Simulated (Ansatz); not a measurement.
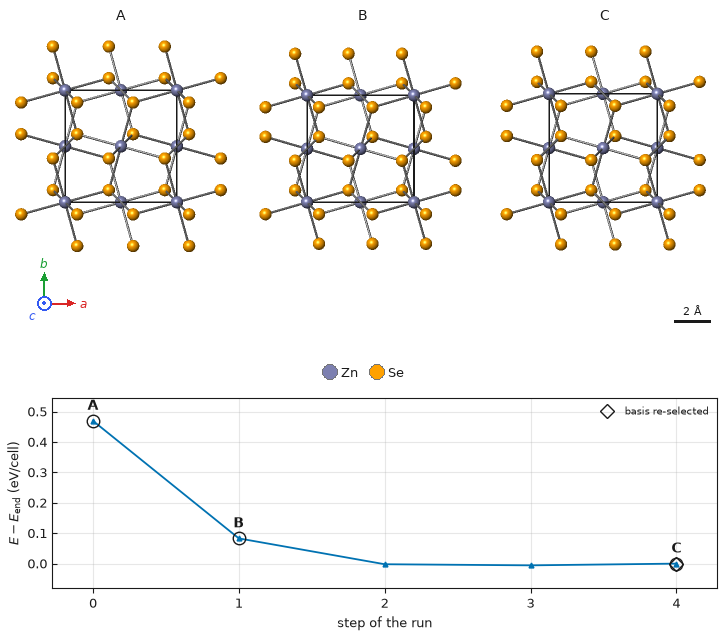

Frames of a relaxation of crystalline ZnSe$_{2}$ (set up in Pa-3), marked on the history of the run. The picture is a ball-and-stick view of the cell of the calculation, seen along the c axis.

The calculation used DFT LDA, scalar-relativistic, plane waves, PAW in Ansatz 0.2.0. Settings: plane-wave cutoff 420 eV; k-point mesh 4 × 4 × 4; occupations gaussian; smearing width 0.02 eV; no spin polarisation; cell and atoms relaxed; force threshold 0.005 eV/Å; at most 80 steps.

### Describe the path.

The largest moves relative to the cell, 0.022 Å, are those of Se atoms. Zn stays in place. The drawn cell changes as follows: a = b = c 6.374 → 6.174 Å (−3.1 %); the volume changes by −9.1 %. Among the contacts that change: Se–Zn 2.680 → 2.591 Å, Se–Se 2.396 → 2.365 Å. The space group stays Pa-3 (No. 205). The energy falls by 0.470 eV per cell of the calculation in 3 accepted moves (4 points after the start). Largest force component: 0.044 eV/Å at the start, 0.00017 eV/Å at the end. The pressure goes from −5.86 to −0.05 GPa. At 1 point the geometry stayed and the basis and grid were re-selected for the new cell (energy shift of 5.7 meV per cell of the calculation at most each time). From step 0 to 1: Se atoms move most (0.03 Å), volume −12.7 %, energy −0.387 eV per cell of the calculation. From step 1 to 4: volume +4.1 %, energy −82.9 meV per cell of the calculation.

```json
{"step": "0", "E − E(0), meV/atom": "0.00", "largest force component, eV/Å": "0.0437", "pressure, GPa": "-5.86", "volume, Å³/atom": "21.581", "note": ""}
{"step": "1", "E − E(0), meV/atom": "-32.22", "largest force component, eV/Å": "0.0234", "pressure, GPa": "3.24", "volume, Å³/atom": "18.838", "note": ""}
{"step": "2", "E − E(0), meV/atom": "-39.31", "largest force component, eV/Å": "0.0007", "pressure, GPa": "-0.57", "volume, Å³/atom": "19.753", "note": ""}
{"step": "3", "E − E(0), meV/atom": "-39.61", "largest force component, eV/Å": "0.0002", "pressure, GPa": "-0.04", "volume, Å³/atom": "19.613", "note": ""}
{"step": "4", "E − E(0), meV/atom": "-39.13", "largest force component, eV/Å": "0.0002", "pressure, GPa": "-0.05", "volume, Å³/atom": "19.613", "note": "same geometry, new basis"}
```
